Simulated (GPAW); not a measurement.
# Ballistic transport through a Nb chain with an H atom on top of one atom, cheap and dear, part 2 of 2

How well does a Nb chain with an H atom on top of one atom conduct at low bias, and how far do basis and functional move the answer?

GPAW 26.7.0; GPAW LCAO, PAW setups; Landauer transmission from Green's functions with principal layers (ASE), zero bias.

So far, transmission at the Fermi level (one spin): step 2 (GPAW, dzp, PBE, GPAW) 5.00; step 3 (basis szp(dzp), PBE, GPAW) 5.01; step 4 (basis sz(dzp), PBE, GPAW) 5.00; step 5 (revPBE) 4.99.

**8. SCF mesh 1×1×6**

The SCF mesh sets the Fermi level of the repeated cell.

This step: GPAW LCAO, PAW setups; Landauer transmission from Green's functions with principal layers (ASE), zero bias (GPAW 26.7.0).

run.py

```python
import json
import numpy as np
from ase import Atoms
from ase.transport.calculators import TransportCalculator
from gpaw import GPAW, FermiDirac
from gpaw.lcao.tools import get_lcao_hamiltonian
from scipy.linalg import eigh

# The junction with lead layers at both ends, along the third cell vector
device = Atoms(
    ['Nb', 'Nb', 'Nb', 'Nb', 'Nb', 'Nb', 'Nb', 'Nb', 'H', 'Nb', 'Nb', 'Nb', 'Nb', 'Nb', 'Nb', 'Nb'],
    positions=[
        [4.50000, 4.50000, 1.17500],
        [4.50000, 4.50000, 3.52500],
        [4.50000, 4.50000, 5.87500],
        [4.50000, 4.50000, 8.22500],
        [4.50000, 4.50000, 10.57500],
        [4.50000, 4.50000, 12.92500],
        [4.50000, 4.50000, 15.27500],
        [4.50000, 4.50000, 17.62500],
        [5.78100, 4.50000, 17.62500],
        [4.50000, 4.50000, 19.97500],
        [4.50000, 4.50000, 22.32500],
        [4.50000, 4.50000, 24.67500],
        [4.50000, 4.50000, 27.02500],
        [4.50000, 4.50000, 29.37500],
        [4.50000, 4.50000, 31.72500],
        [4.50000, 4.50000, 34.07500]],
    cell=[[9.0, 0.0, 0.0], [0.0, 9.0, 0.0], [0.0, 0.0, 35.25]],
    pbc=True)

# One principal layer of the lead: the first 5 atoms of the device
lead = Atoms(
    ['Nb', 'Nb', 'Nb', 'Nb', 'Nb'],
    positions=[
        [4.50000, 4.50000, 1.17500],
        [4.50000, 4.50000, 3.52500],
        [4.50000, 4.50000, 5.87500],
        [4.50000, 4.50000, 8.22500],
        [4.50000, 4.50000, 10.57500]],
    cell=[[9.0, 0.0, 0.0], [0.0, 9.0, 0.0], [0.0, 0.0, 11.75]],
    pbc=True)

settings = dict(mode='lcao', basis='dzp', xc='PBE', h=0.2,
                occupations=FermiDirac(0.1), maxiter=250,
                mixer=dict(beta=0.1, nmaxold=8, weight=100.0),
                convergence=dict(density=0.0001))
energies = np.arange(-2, 2 + 1e-9, 0.05)
eta = 0.0001
n1, n2 = 1, 1
# k and -k transmit alike, so half of the mesh across the current serves
mesh = [(i, j) for i in range(n1) for j in range(n2) if (i, j) <= (-i % n1, -j % n2)]
weights = np.array([1 if (i, j) == (-i % n1, -j % n2) else 2 for i, j in mesh]) / (n1 * n2)

# [... helper functions left out ...]
fermi_lead = ground_state(lead, (1, 1, 10), 'lead.txt')
fermi_device = ground_state(device, (1, 1, 6), 'device.txt')
# [... loop over the mesh left out, but for ...]
        # Shift the lead onto the potential of the device's first layer
        shift = ((H[:, 0, 0] - H0[:, 0, 0]) / S0[0, 0]).real.mean()
# [...]
kT = 8.617333e-5 * 77
bias = [0.1, 0.2, 0.5, 1.0, 1.5, 2.0]
# [... integrals and printing left out ...]
```

Command:

```bash
$ OMP_NUM_THREADS=1 OPENBLAS_NUM_THREADS=1 python run.py
```

Output:

```text
basis functions: device 440, principal layer 145
Fermi level: lead -2.3976 eV, device -2.3906 eV; lead shifted by 0.0051 eV
largest coupling past the next layer 3.08e-07 eV, largest misfit of the first layer 0.013 eV
  E-E_F (eV)   T (one spin)  [channel counts left out]
    -2.000    2.9683e+00
    -1.950    2.9704e+00
    -1.900    2.9722e+00
    -1.850    2.9739e+00
    -1.800    2.9754e+00
    -1.750    2.9767e+00
    -1.700    2.9780e+00
    -1.650    2.9792e+00
    -1.600    2.9806e+00
    -1.550    2.9827e+00
    -1.500    3.0181e+00
    -1.450    3.9118e+00
    -1.400    3.0005e+00
    -1.350    3.0183e+00
    -1.300    3.0354e+00
    -1.250    3.0595e+00
[...]
1.650    4.9753e+00
     1.700    3.8455e+00
     1.750    3.2828e+00
     1.800    3.0696e+00
     1.850    2.7363e+00
     1.900    1.9974e+00
     1.950    2.0029e+00
     2.000    2.0054e+00
conductance at 77 K: 5.0065 G0 a cell; thermopower 0.02394 uV/K
current from the zero-bias T(E) at 0.1 V: 38.784 uA
current from the zero-bias T(E) at 0.2 V: 77.534 uA
current from the zero-bias T(E) at 0.5 V: 193.33 uA
current from the zero-bias T(E) at 1.0 V: 373.23 uA
current from the zero-bias T(E) at 1.5 V: 539.64 uA
current from the zero-bias T(E) at 2.0 V: 700.58 uA
```

Wall time 4.7 min (1 thread of Arm Neoverse V2, shared host); peak memory 1.5 GiB.

Numbers from this step:

| Quantity | Value |
| --- | --- |
| conductance | 5.007 G₀ |
| largest coupling past the next principal layer | 3.08e-7 eV |
| largest misfit of the first principal layer | 0.01320 eV |
| shift that aligns the lead | 0.005059 eV |
| transmission at the Fermi level (one spin) | 5.007 |

One spin. The transmission, zone mean by energy, zero at the Fermi level:

```tsv
energy (eV)	transmission, zone mean
-2.0000	2.97
-1.7500	2.98
-1.5000	3.02
-1.4500	3.91
-1.2500	3.06
-1.0000	3.25
-0.7500	3.49
-0.5000	3.78
-0.2500	4.95
-0.0500	5.01
0.0000	5.01
0.2500	4.97
0.5000	4.97
0.7500	4.95
1.0000	4.94
1.2500	4.96
1.5000	4.97
1.7500	3.28
2.0000	2.01
```

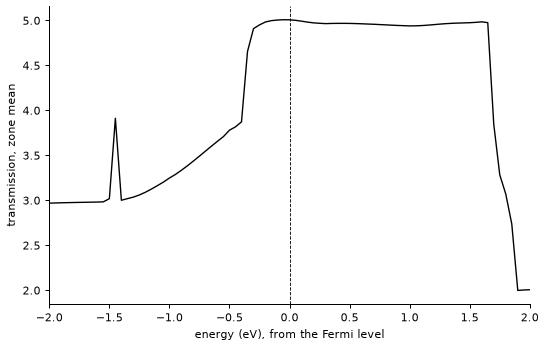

Transmission, zone mean against energy.

Not self-consistent under bias; the bias window is split evenly. Current through one cell, from the zero-bias transmission against bias:

```tsv
bias (V)	current through one cell, from the zero-bias transmission (mA)
0.100	0.0388
0.200	0.0775
0.500	0.193
1.000	0.373
1.500	0.540
2.000	0.701
```

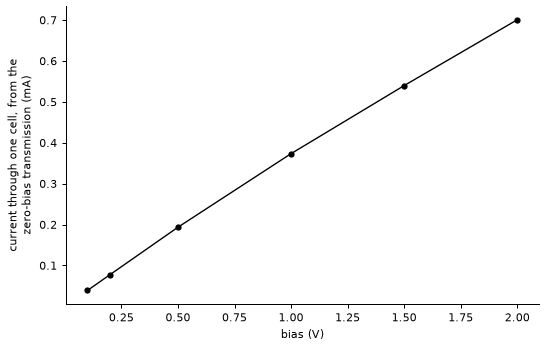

Current through one cell, from the zero-bias transmission against bias.

Table of transmission of the three most open eigenchannels by energy, zero at the Fermi level:

```tsv
energy (eV)	channel 1	channel 2	channel 3
-2.000	0.996	0.995	0.976
-1.800	0.997	0.996	0.980
-1.600	0.998	0.997	0.983
-1.400	0.998	0.998	0.985
-1.200	0.998	0.998	0.988
-1.000	0.999	0.998	0.998
-0.800	0.998	0.997	0.993
-0.600	0.998	0.997	0.994
-0.400	0.998	0.997	0.995
-0.200	0.998	0.998	0.995
0.000	0.999	0.998	0.994
0.200	0.999	0.998	0.993
0.400	0.999	0.999	0.993
0.600	0.999	0.998	0.993
0.800	0.998	0.998	0.994
1.000	0.998	0.996	0.995
1.200	0.999	0.996	0.995
1.400	0.999	0.997	0.995
1.600	0.999	0.994	0.991
1.800	0.999	0.972	0.962
2.000	0.998	0.990	0.0174
```

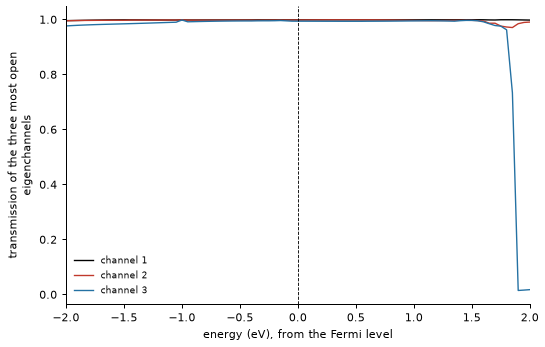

Transmission of the three most open eigenchannels against energy.

The conductance equals that of the dzp run to 0.2 %.

**9. Grid spacing 0.25**

The real-space grid carries density and potential; a coarse one breaks translation symmetry along the lead and scatters electrons that should pass.

run.py, as its differences from that of step 8:

```diff
@@ -43,3 +43,3 @@
 
-settings = dict(mode='lcao', basis='dzp', xc='PBE', h=0.2,
+settings = dict(mode='lcao', basis='dzp', xc='PBE', h=0.25,
                 occupations=FermiDirac(0.1), maxiter=250,
@@ -56,3 +56,3 @@
 fermi_lead = ground_state(lead, (1, 1, 10), 'lead.txt')
-fermi_device = ground_state(device, (1, 1, 6), 'device.txt')
+fermi_device = ground_state(device, (1, 1, 2), 'device.txt')
 # [... loop over the mesh left out, but for ...]
```

Output:

```text
basis functions: device 440, principal layer 145
Fermi level: lead -2.3978 eV, device -2.3929 eV; lead shifted by -0.0235 eV
largest coupling past the next layer 3.05e-07 eV, largest misfit of the first layer 0.029 eV
  E-E_F (eV)   T (one spin)  [channel counts left out]
    -2.000    2.9680e+00
    -1.950    2.9698e+00
    -1.900    2.9714e+00
    -1.850    2.9727e+00
    -1.800    2.9739e+00
    -1.750    2.9749e+00
    -1.700    2.9759e+00
    -1.650    2.9769e+00
    -1.600    2.9778e+00
    -1.550    2.9788e+00
    -1.500    3.0030e+00
    -1.450    2.9898e+00
    -1.400    2.9816e+00
    -1.350    2.9937e+00
    -1.300    3.0178e+00
    -1.250    3.0468e+00
[...]
1.650    4.9677e+00
     1.700    3.8390e+00
     1.750    3.2021e+00
     1.800    2.9449e+00
     1.850    1.9652e+00
     1.900    1.9882e+00
     1.950    1.9924e+00
     2.000    1.9939e+00
conductance at 77 K: 4.9969 G0 a cell; thermopower 0.06781 uV/K
current from the zero-bias T(E) at 0.1 V: 38.722 uA
current from the zero-bias T(E) at 0.2 V: 77.455 uA
current from the zero-bias T(E) at 0.5 V: 193.39 uA
current from the zero-bias T(E) at 1.0 V: 373.2 uA
current from the zero-bias T(E) at 1.5 V: 539.66 uA
current from the zero-bias T(E) at 2.0 V: 700.99 uA
```

Elapsed: 2.3 min, on 1 thread; peak memory 0.99 GiB.

The run finished with changed settings (h = 0.25); it serves as a test.

Side by side:

```tsv
quantity	this run	sound run	difference
conductance (G₀)	4.9969	4.9973	-4.1e-4
largest coupling past the next principal layer (eV)	3.052e-7	3.078e-7	-2.6e-9
largest misfit of the first principal layer (eV)	0.029085	0.027833	0.00125
shift that aligns the lead (eV)	-0.023457	-0.022074	-0.00138
transmission at the Fermi level (one spin)	4.9965	4.9969	-4.6e-4
```

**10. Results**

| Item | Value |
| --- | --- |
| conductance | 5.00 G₀ |
| transmission at the Fermi level, mean of the spins | 5.00 |
| thermopower | about 0 (under 1.5 μV/K) |

In the dzp basis the junction conducts 5.00 G₀ at 77 K, with T = 5.00 a spin at the Fermi level; the sz basis reaches that conductance within 10 %. At the Fermi level the three most open eigenchannels pass 1.00, 1.00 and 0.99. Measured against the first run (dzp), the nearest curve is that of dzp-revPBE (r.m.s. 0.11) and the farthest that of sz (0.46). Over the compared runs wall time goes from 99 s (sz) to 205 s (dzp-revPBE), on a shared host. The geometry was built from estimated bond lengths and not relaxed, so the numbers describe this model structure. The run had no spin polarisation, so a magnetic state, which chains and small molecules with open shells often have, wasn't tested. An evenly spaced straight chain is an idealisation: free chains tend to dimerise, zigzag or, where a band edge lies near the Fermi level, turn magnetic. The currents use the zero-bias T(E) throughout, which holds only while the bias is small against the distance to the nearest feature. The energy step is wider than the thermal energy, so the conductance and thermopower rest on interpolation of T(E).

[Logs are printed without paths, hosts, clocks, repeated set-up lines and the standing remarks that a program may print on its own settings, such as how far it seeks lower states.]

[Hosts, paths, dates, database ids (printed as entryN), source tags and the programs' standing remarks are cut or masked in the printed files.]
